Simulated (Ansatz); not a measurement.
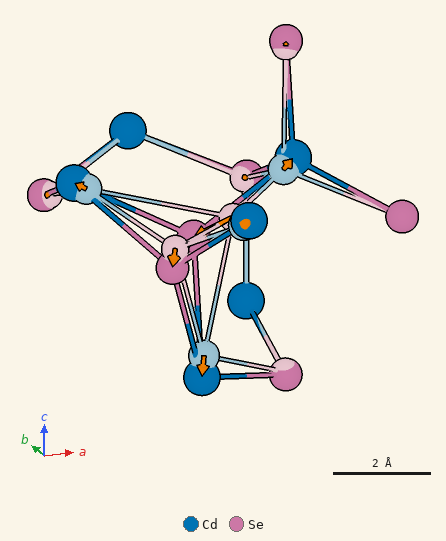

A relaxation of a defect cell of composition Cd48Se49 (cell charge +1). The starting structure is drawn faded, the final one solid; orange arrows show the displacements, at their true length.

A ball-and-stick model of the atoms within 4.2 Å of the atom that moves most (axes of the cell of the calculation (origin shifted)), seen slightly off an axis.

These are results of DFT, PBEsol, PAW, plane waves (Ansatz), not measurements. (plane-wave cutoff 420 eV; k-point mesh 1 × 1 × 1; mesh shifted by (0.25, 0.25, 0.25); collinear spin; atoms relaxed in a fixed cell; force threshold 0.03 eV/Å; at most 80 steps)

Which element moves most?

Answer. Selenium: up to 0.92 Å, against 0.47 Å for cadmium.

What did the optimiser do to the structure, and how much energy did it gain?

Answer. The atom that moves furthest is a Se atom (0.92 Å roughly along [−3 1 −2]). By element the largest moves are Se 0.92 Å, Cd 0.47 Å. The lattice vectors keep their values. Near-neighbour distances that change, for instance: Cd–Se 1.496 → 2.653 Å, Cd–Se 2.012 → 2.658 Å, Cd–Se 2.596 → 2.946 Å, Cd–Se 3.222 → 2.887 Å. Bond angles that change, for instance: Cd–Se–Cd 86.7° → 111.8°, Cd–Se–Cd 145.3° → 125.6°, Cd–Se–Se 135.0° → 117.3°. The energy falls by 25.160 eV per cell of the calculation in 9 geometry steps. The largest force component goes from 74 to 0.0074 eV/Å. Cost: 62 s on 1 × NVIDIA GB300 Max-Q with 8 threads of Arm Neoverse-V2, peak memory 3.3 GiB.

Limits of the set-up: the cell is charged, on a uniform background, and energies carry no finite-size correction.
